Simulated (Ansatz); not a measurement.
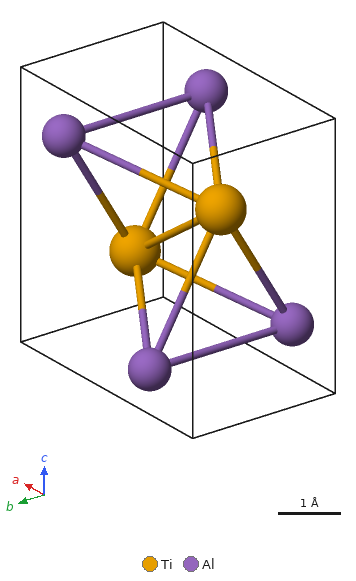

Lattice vibrations of a crystal of TiAl, at the zone centre. Style: ball-and-stick. Shown: the cell of the calculation, from a free direction.

Theory: Ansatz 0.2.0, DFT PBE, scalar-relativistic, plane waves, PAW.

Input file:
```yaml
crystal:
  lattice:
    - [4.6247025583, 0.0, 0.0]
    - [0.0, 2.8755490106, 0.0]
    - [0.0, 0.0, 4.8932726619]
  atoms:
    - { symbol: Ti, position: [0.25, 0.5, 0.6629771971] }
    - { symbol: Ti, position: [0.75, 0.5, 0.3370228029] }
    - { symbol: Al, position: [0.75, 0.0, 0.8367665548] }
    - { symbol: Al, position: [0.25, 0.0, 0.1632334452] }
basis:
  ecutwfc: 420
kpoints:
  mp_grid: { grid: [10, 16, 10] }
hamiltonian:
  xc: pbe
scf:
  occupations: { method: fermi_dirac, width: 0.15 }
output:
  eigenvalues: true
phonons:
  method: dfpt
  eigenvectors: true
```

Launched with:
```bash
ansatz run input.yaml --threads 1 --pin off --max-ram 2560MiB --backend cpu --events-out ev --progress --plain --runs-dir out
```

The frequencies depend somewhat on the k-mesh and the smearing.

List the optical modes.

Answer. The calculation's cell holds 4 atoms, so there are 9 optical modes, in 9 levels. The optical modes span 2B₃g + 2A_g + 2B₂g + B₃u + B₂u + B₁u. No level is unstable.

| level | symmetry | frequency (cm⁻¹) | activity |
| --- | --- | --- | --- |
| 1 | B₃g | 127 | Raman-active |
| 2 | A_g | 153 | Raman-active |
| 3 | B₂g | 173 | Raman-active |
| 4 | B₃g | 224 | Raman-active |
| 5 | B₃u | 260 | infrared-active |
| 6 | B₂u | 264 | infrared-active |
| 7 | B₂g | 308 | Raman-active |
| 8 | B₁u | 310 | infrared-active |
| 9 | A_g | 315 | Raman-active |

The crystal is a metal, so free carriers screen the infrared response.

The displacement patterns, 6 of the levels:

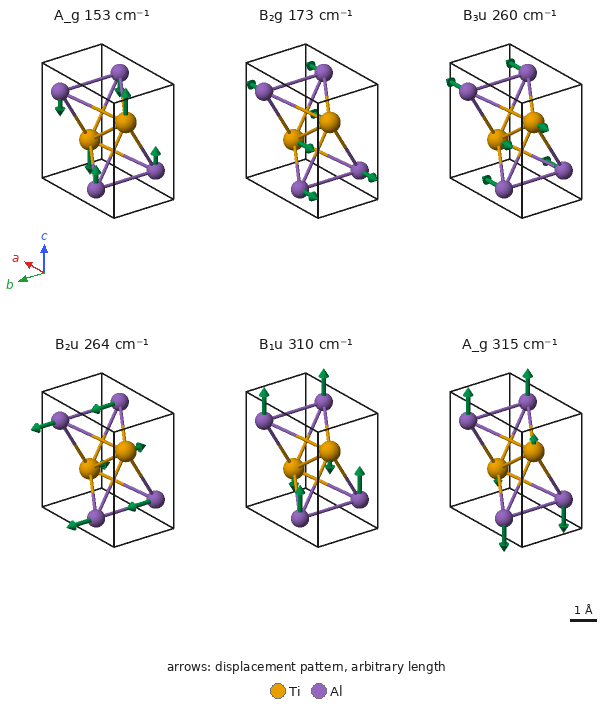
